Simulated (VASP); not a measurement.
Hyperfine calculation of C$_{62}$N (charge −1) (part 4 of 5)

C$_{62}$N (defect cell, 63 atoms in the cell, total charge −1); Kohn-Sham DFT of a periodic cell, PBE, VASP PAW PBE potentials, recommended, spin-polarised (VASP 6.6.1); cutoff 420 eV, 1×1×1 k-mesh, Gaussian smearing of 0.01 eV, collinear spins. 

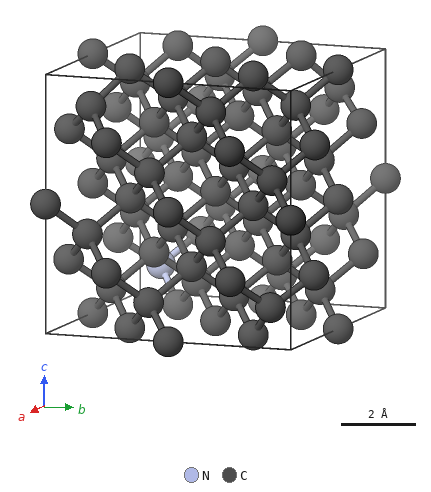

*The structure (ball-and-stick view of the cell of the calculation, seen slightly off an axis).*

Parts of OUTCAR, continued
```
 ---------------------------------------------------------------------
   1       0.000    -0.000     0.000    -0.024    -0.024    -0.024
   2      -0.613     0.307     0.307     0.063     0.063     0.621
   3       0.074    -0.037    -0.037    -0.413    -0.413     0.292
   4       0.307    -0.613     0.307     0.063     0.621     0.063
   5      -0.037     0.074    -0.037    -0.413     0.292    -0.413
   6       0.307     0.307    -0.613     0.621     0.063     0.063
   7      -0.037    -0.037     0.074     0.292    -0.413    -0.413
   8      -0.502    -0.502     1.004    -0.052     0.133     0.133
   9       0.147     0.147    -0.294    -0.899    -0.186    -0.186
  10      -0.837     0.597     0.241     0.726    -0.781    -1.815
  11      -0.093     0.542    -0.450     0.745    -0.031     0.379
  12       0.597    -0.837     0.241     0.726    -1.815    -0.781
  13       0.542    -0.093    -0.450     0.745     0.379    -0.031
  14      -0.100    -0.100     0.199    -0.033    -0.039    -0.039
  15       0.059     0.059    -0.118    -0.123    -0.098    -0.098
  16      -0.502     1.004    -0.502     0.133    -0.052     0.133
  17       0.147    -0.294     0.147    -0.186    -0.899    -0.186
  18      -0.837     0.241     0.597    -0.781     0.726    -1.815
  19      -0.093    -0.450     0.542    -0.031     0.745     0.379
  20      -0.100     0.199    -0.100    -0.039    -0.033    -0.039
  21       0.059    -0.118     0.059    -0.098    -0.123    -0.098
  22       0.597     0.241    -0.837    -1.815     0.726    -0.781
  23       0.542    -0.450    -0.093     0.379     0.745    -0.031
  24      -1.529     0.764     0.764     0.469     0.469    -1.217
  25       0.533    -0.266    -0.266    -1.911    -1.911     1.697
  26      -0.595     0.298     0.298     0.270     0.270     1.116
  27       3.360    -1.680    -1.680   -27.648   -27.648    24.526
  28      -0.109     0.427    -0.318    -0.090    -0.080     0.151
  29       0.520     0.298    -0.818    -2.788    -1.496     1.436
  30      -0.109    -0.318     0.427    -0.080    -0.090     0.151
  31       0.520    -0.818     0.298    -1.496    -2.788     1.436
  32       1.004    -0.502    -0.502     0.133     0.133    -0.052
  33      -0.294     0.147     0.147    -0.186    -0.186    -0.899
  34       0.199    -0.100    -0.100    -0.039    -0.039    -0.033
  35      -0.118     0.059     0.059    -0.098    -0.098    -0.123
  36       0.241    -0.837     0.597    -0.781    -1.815     0.726
  37      -0.450    -0.093     0.542    -0.031     0.379     0.745
  38       0.241     0.597    -0.837    -1.815    -0.781     0.726
  39      -0.450     0.542    -0.093     0.379    -0.031     0.745
  40       0.764    -1.529     0.764     0.469    -1.217     0.469
  41      -0.266     0.533    -0.266    -1.911     1.697    -1.911
  42       0.427    -0.109    -0.318    -0.090     0.151    -0.080
  43       0.298     0.520    -0.818    -2.788     1.436    -1.496
  44       0.298    -0.595     0.298     0.270     1.116     0.270
  45      -1.680     3.360    -1.680   -27.648    24.526   -27.648
  46      -0.318    -0.109     0.427    -0.080     0.151    -0.090
  47      -0.818     0.520     0.298    -1.496     1.436    -2.788
  48       0.764     0.764    -1.529    -1.217     0.469     0.469
  49      -0.266    -0.266     0.533     1.697    -1.911    -1.911
  50       0.427    -0.318    -0.109     0.151    -0.090    -0.080
  51       0.298    -0.818     0.520     1.436    -2.788    -1.496
  52      -0.318     0.427    -0.109     0.151    -0.080    -0.090
  53      -0.818     0.298     0.520     1.436    -1.496    -2.788
  54       0.298     0.298    -0.595     1.116     0.270     0.270
  55      -1.680    -1.680     3.361    24.526   -27.648   -27.648
  56      -0.000     0.000    -0.000    -0.122    -0.122    -0.122
  57      -0.000    -0.000     0.000    -0.098    -0.098    -0.098
  58       0.431    -0.215    -0.215    -0.080    -0.080     0.072
  59       0.322    -0.161    -0.161     0.614     0.614    -1.144
  60      -0.215     0.431    -0.215    -0.080     0.072    -0.080
  61      -0.161     0.322    -0.161     0.614    -1.144     0.614
  62      -0.215    -0.215     0.431     0.072    -0.080    -0.080
  63      -0.161    -0.161     0.322    -1.144     0.614     0.614
 ---------------------------------------------------------------------

 Total hyperfine coupling parameters after diagonalization (MHz)
 (convention: |A_zz| > |A_xx| > |A_yy|)
 ----------------------------------------------------------------------
  ion      A_xx      A_yy      A_zz     asymmetry (A_yy - A_xx)/ A_zz
 ----------------------------------------------------------------------
   1      -2.071    -2.071    -2.144      -0.000
   2      -0.802     0.445    -1.106      -1.128
   3      -0.098    -0.001     1.084       0.090
   4      -0.802     0.445    -1.106      -1.128
   5      -0.098    -0.001     1.084       0.090
   6      -0.802     0.445    -1.106      -1.128
   7      -0.098    -0.001     1.084       0.090
   8      -2.389    -0.912    -2.514      -0.587
   9       0.945     0.247     2.164      -0.322
  10      -9.305    -5.591    -9.599      -0.387
  11       2.583     2.115     3.990      -0.117
  12      -9.305    -5.591    -9.599      -0.387
  13       2.583     2.115     3.990      -0.117
  14      -0.546    -0.271    -0.621      -0.442
  15       1.715     1.431     1.846      -0.154
  16      -2.389    -0.912    -2.514      -0.587
  17       0.945     0.247     2.164      -0.322
  18      -9.305    -5.591    -9.599      -0.387
  19       2.583     2.115     3.990      -0.117
  20      -0.546    -0.271    -0.621      -0.442
  21       1.715     1.431     1.846      -0.154
  22      -9.305    -5.591    -9.599      -0.387
  23       2.583     2.115     3.990      -0.117
  24       1.197    -0.921    -2.629       0.805
  25      15.640    15.436    21.120      -0.010
  26     -10.050    -7.901   -10.203      -0.211
  27     100.043    99.056   179.648      -0.005
  28      -1.017    -0.431    -1.269      -0.462
  29      15.569    14.884    21.343      -0.032
  30      -1.017    -0.431    -1.269      -0.462
  31      15.569    14.884    21.344      -0.032
  32      -2.389    -0.912    -2.514      -0.587
  33       0.945     0.247     2.164      -0.322
  34      -0.546    -0.271    -0.621      -0.442
  35       1.715     1.431     1.846      -0.154
  36      -9.305    -5.591    -9.599      -0.387
  37       2.583     2.115     3.990      -0.117
  38      -9.305    -5.591    -9.599      -0.387
  39       2.583     2.115     3.990      -0.117
  40       1.197    -0.921    -2.629       0.805
  41      15.640    15.436    21.120      -0.010
  42      -1.017    -0.430    -1.269      -0.462
  43      15.569    14.884    21.344      -0.032
  44     -10.050    -7.901   -10.204      -0.211
  45     100.043    99.056   179.648      -0.005
  46      -1.017    -0.430    -1.269      -0.462
  47      15.569    14.884    21.344      -0.032
  48       1.197    -0.921    -2.629       0.805
  49      15.640    15.436    21.120      -0.010
  50      -1.017    -0.431    -1.269      -0.462
  51      15.569    14.884    21.344      -0.032
  52      -1.017    -0.431    -1.269      -0.462
  53      15.569    14.884    21.343      -0.032
  54     -10.050    -7.901   -10.203      -0.211
  55     100.043    99.056   179.648      -0.005
  56       0.108     0.108    -0.257       0.000
  57      -0.958    -0.958    -1.252      -0.000
  58      -2.646    -2.029    -2.769      -0.223
  59       5.040     2.660     5.324      -0.447
  60      -2.646    -2.029    -2.769      -0.223
  61       5.040     2.660     5.324      -0.447
  62      -2.646    -2.029    -2.769      -0.223
  63       5.040     2.661     5.324      -0.447
 ---------------------------------------------------------------------

 Spin-spin contribution to zero-field splitting tensor (MHz)
 ---------------------------------------------------------------
      D_xx      D_yy      D_zz      D_xy      D_xz      D_yz
 ---------------------------------------------------------------
     -0.001    -0.000     0.001   991.303   991.301   991.300
 ---------------------------------------------------------------

 after diagonalization
 ---------------------------------------------
     D_diag          eigenvector (x,y,z)
 ---------------------------------------------
   -991.299      -0.250    -0.548     0.798
   -991.304      -0.777     0.605     0.172
   1982.603      -0.577    -0.577    -0.577
---------------------------------------------

 total charge

# of ion       s       p       d       tot
------------------------------------------
    1        1.211   2.686   0.000   3.897
    2        0.821   1.726   0.000   2.548
    3        0.831   1.772   0.000   2.603
    4        0.821   1.726   0.000   2.548
    5        0.831   1.772   0.000   2.603
    6        0.821   1.726   0.000   2.548
    7        0.831   1.772   0.000   2.603
    8        0.826   1.769   0.000   2.596
    9        0.827   1.760   0.000   2.587
   10        0.827   1.762   0.000   2.589
   11        0.825   1.753   0.000   2.578
   12        0.827   1.762   0.000   2.589
   13        0.825   1.753   0.000   2.578
   14        0.826   1.761   0.000   2.587
   15        0.828   1.764   0.000   2.592
   16        0.826   1.769   0.000   2.596
   17        0.827   1.760   0.000   2.587
   18        0.827   1.762   0.000   2.589
   19        0.825   1.753   0.000   2.578
   20        0.826   1.761   0.000   2.587
   21        0.828   1.764   0.000   2.592
   22        0.827   1.762   0.000   2.589
   23        0.825   1.753   0.000   2.578
   24        0.832   1.780   0.000   2.612
   25        0.828   1.757   0.000   2.585
   26        0.827   1.772   0.000   2.600
   27        0.837   1.760   0.000   2.597
   28        0.825   1.752   0.000   2.577
   29        0.830   1.754   0.000   2.583
   30        0.825   1.752   0.000   2.577
   31        0.830   1.754   0.000   2.583
   32        0.826   1.769   0.000   2.596
   33        0.827   1.760   0.000   2.587
   34        0.826   1.761   0.000   2.587
   35        0.828   1.764   0.000   2.592
   36        0.827   1.762   0.000   2.589
   37        0.825   1.753   0.000   2.578
   38        0.827   1.762   0.000   2.589
   39        0.825   1.753   0.000   2.578
   40        0.832   1.780   0.000   2.612
   41        0.828   1.757   0.000   2.585
   42        0.825   1.752   0.000   2.577
   43        0.830   1.754   0.000   2.583
   44        0.827   1.772   0.000   2.600
   45        0.837   1.760   0.000   2.597
   46        0.825   1.752   0.000   2.577
   47        0.830   1.754   0.000   2.583
   48        0.832   1.780   0.000   2.612
   49        0.828   1.757   0.000   2.585
   50        0.825   1.752   0.000   2.577
   51        0.830   1.754   0.000   2.583
   52        0.825   1.752   0.000   2.577
   53        0.830   1.754   0.000   2.583
   54        0.827   1.772   0.000   2.600
   55        0.837   1.760   0.000   2.597
   56        0.825   1.757   0.000   2.582
   57        0.828   1.762   0.000   2.590
   58        0.826   1.760   0.000   2.585
   59        0.826   1.758   0.000   2.584
   60        0.826   1.760   0.000   2.585
   61        0.826   1.758   0.000   2.584
   62        0.826   1.760   0.000   2.585
   63        0.826   1.758   0.000   2.584
--------------------------------------------------
tot         52.510 111.753   0.000 164.263

 magnetization (x)

# of ion       s       p       d       tot
------------------------------------------
    1       -0.001   0.007   0.000   0.005
    2       -0.000   0.000   0.000  -0.000
    3        0.000   0.004   0.000   0.004
    4       -0.000   0.000   0.000  -0.000
    5        0.000   0.004   0.000   0.004
    6       -0.000   0.000   0.000  -0.000
    7        0.000   0.004   0.000   0.004
    8       -0.001  -0.002   0.000  -0.002
    9        0.000   0.011   0.000   0.011
   10       -0.002  -0.004   0.000  -0.006
   11        0.001   0.006   0.000   0.007
   12       -0.002  -0.004   0.000  -0.006
   13        0.001   0.006   0.000   0.007
   14       -0.000  -0.001   0.000  -0.001
   15        0.000   0.002   0.000   0.002
   16       -0.001  -0.002   0.000  -0.002
   17        0.000   0.011   0.000   0.011
   18       -0.002  -0.004   0.000  -0.006
   19        0.001   0.006   0.000   0.007
   20       -0.000  -0.001   0.000  -0.001
   21        0.000   0.002   0.000   0.002
   22       -0.002  -0.004   0.000  -0.006
   23        0.001   0.006   0.000   0.007
   24       -0.000   0.012   0.000   0.012
   25        0.005   0.019   0.000   0.024
   26       -0.003  -0.010   0.000  -0.013
   27        0.036   0.291   0.000   0.327
   28       -0.000  -0.001   0.000  -0.002
   29        0.005   0.023   0.000   0.028
   30       -0.000  -0.001   0.000  -0.002
   31        0.005   0.023   0.000   0.028
   32       -0.001  -0.002   0.000  -0.002
   33        0.000   0.011   0.000   0.011
   34       -0.000  -0.001   0.000  -0.001
   35        0.000   0.002   0.000   0.002
   36       -0.002  -0.004   0.000  -0.006
   37        0.001   0.006   0.000   0.007
   38       -0.002  -0.004   0.000  -0.006
   39        0.001   0.006   0.000   0.007
   40       -0.000   0.012   0.000   0.012
   41        0.005   0.019   0.000   0.024
   42       -0.000  -0.001   0.000  -0.002
   43        0.005   0.023   0.000   0.028
   44       -0.003  -0.010   0.000  -0.013
   45        0.036   0.291   0.000   0.327
   46       -0.000  -0.001   0.000  -0.002
   47        0.005   0.023   0.000   0.028
   48       -0.000   0.012   0.000   0.012
   49        0.005   0.019   0.000   0.024
   50       -0.000  -0.001   0.000  -0.002
   51        0.005   0.023   0.000   0.028
   52       -0.000  -0.001   0.000  -0.002
   53        0.005   0.023   0.000   0.028
   54       -0.003  -0.010   0.000  -0.013
   55        0.036   0.291   0.000   0.327
   56        0.000   0.001   0.000   0.001
   57       -0.000   0.002   0.000   0.001
   58       -0.001  -0.002   0.000  -0.002
   59        0.001   0.010   0.000   0.011
   60       -0.001  -0.002   0.000  -0.002
   61        0.001   0.010   0.000   0.011
   62       -0.001  -0.002   0.000  -0.002
   63        0.001   0.010   0.000   0.011
--------------------------------------------------
tot          0.132   1.156   0.000   1.287
```

CONTCAR
```
C62N
   1.00000000000000
     7.1430999999999996    0.0000000000000000    0.0000000000000000
     0.0000000000000000    7.1430999999999996    0.0000000000000000
     0.0000000000000000    0.0000000000000000    7.1430999999999996
  N               C
     1    62
Direct
     0.1376021586044516    0.1376020555259529    0.1376021376966321
     0.0060386473555170    0.2497949510309425    0.2497949411533682
     0.1252790363746143    0.3765345368501869    0.3765345515435072
     0.2497948888962469    0.0060386437477291    0.2497948999779851
     0.3765345532857509    0.1252789910426912    0.3765345475096566
     0.2497949284624355    0.2497949474410674    0.0060386548100340
     0.3765345562374520    0.3765345371292241    0.1252790273155000
     0.9998849134186756    0.9998849415698032    0.4999747410935242
     0.1242808784936855    0.1242808292221085    0.6261372323439645
     0.9983697791476374    0.2474698967015030    0.7519825629217394
     0.1235726302231299    0.3727933023212628    0.8773634042863776
     0.2474698830228448    0.9983697873452257    0.7519825525984984
     0.3727933324062889    0.1235725775098047    0.8773633770423999
     0.2500131814881215    0.2500131490357234    0.5013924767256128
     0.3746629275813689    0.3746628775722129    0.6258347624388065
     0.9998849345989242    0.4999747110561970    0.9998849411573190
     0.1242808855067565    0.6261372425070846    0.1242808682257532
     0.9983697368886482    0.7519825400907223    0.2474698471577952
     0.1235725899773499    0.8773633791716122    0.3727933045248975
     0.2500131663314633    0.5013924556344236    0.2500131554377916
     0.3746628852612446    0.6258347374220676    0.3746628785249158
     0.2474698275382110    0.7519825648021694    0.9983698807627519
     0.3727933183283128    0.8773633760397246    0.1235725731320230
     0.9999781652503827    0.4999017706973490    0.4999017674473123
     0.1239475856321022    0.6235880452852953    0.6235880536287652
     0.0012609831933474    0.7503511287347280    0.7503511200759192
     0.1328096652782662    0.8642752864707504    0.8642752279411852
     0.2495916816586359    0.4989246441750055    0.7509346458593313
     0.3754951420127455    0.6240895302894884    0.8754068117922671
     0.2495916618472407    0.7509346540104502    0.4989246302373829
     0.3754951082279874    0.8754068285739862    0.6240895166445597
     0.4999747479050782    0.9998849350024557    0.9998849185263907
     0.6261372197141029    0.1242808217074440    0.1242808587483779
     0.5013924865615706    0.2500131571757862    0.2500131809641886
     0.6258347521878775    0.3746628736381368    0.3746629156583765
     0.7519825510197506    0.9983697943363623    0.2474698849798642
     0.8773633791576216    0.1235725772205996    0.3727933195920059
     0.7519825655433792    0.2474698979159555    0.9983697730734349
     0.8773633979819735    0.3727933019819147    0.1235726199418394
     0.4999017598671074    0.9999781296978227    0.4999017566310044
     0.6235880682354207    0.1239475968872057    0.6235880699962948
     0.4989246534909313    0.2495916858578084    0.7509346572071109
     0.6240895711592671    0.3754951593889047    0.8754068487455697
     0.7503511270671765    0.0012609899832512    0.7503511174323947
     0.8642752515346075    0.1328097102947723    0.8642752627210797
     0.7509346606985687    0.2495916886817255    0.4989246520248685
     0.8754068421124543    0.3754951550594967    0.6240895692758244
     0.4999017708765123    0.4999017742813692    0.9999781512897670
     0.6235880590131586    0.6235880449620552    0.1239475937809615
     0.4989246228293638    0.7509346551630713    0.2495916608336515
     0.6240895183310613    0.8754068293770061    0.3754951128220796
     0.7509346540600106    0.4989246365689652    0.2495916870525079
     0.8754068065338245    0.6240895317639072    0.3754951409925980
     0.7503511245440322    0.7503511311925308    0.0012609898368510
     0.8642752336915862    0.8642752845696080    0.1328096714453295
     0.5000739651721489    0.5000739781660641    0.5000739668819278
     0.6250492600812763    0.6250492814189528    0.6250492593067065
     0.5000870295039235    0.7501054419208018    0.7501054207927496
     0.6254002961210077    0.8751800790140862    0.8751800061925721
     0.7501054949673360    0.5000870569961506    0.7501054832460454
     0.8751800558280252    0.6254003680184894    0.8751800451092748
     0.7501054378170622    0.7501054434469339    0.5000870261120838
     0.8751800038629440    0.8751800693038732    0.6254002867787136
```
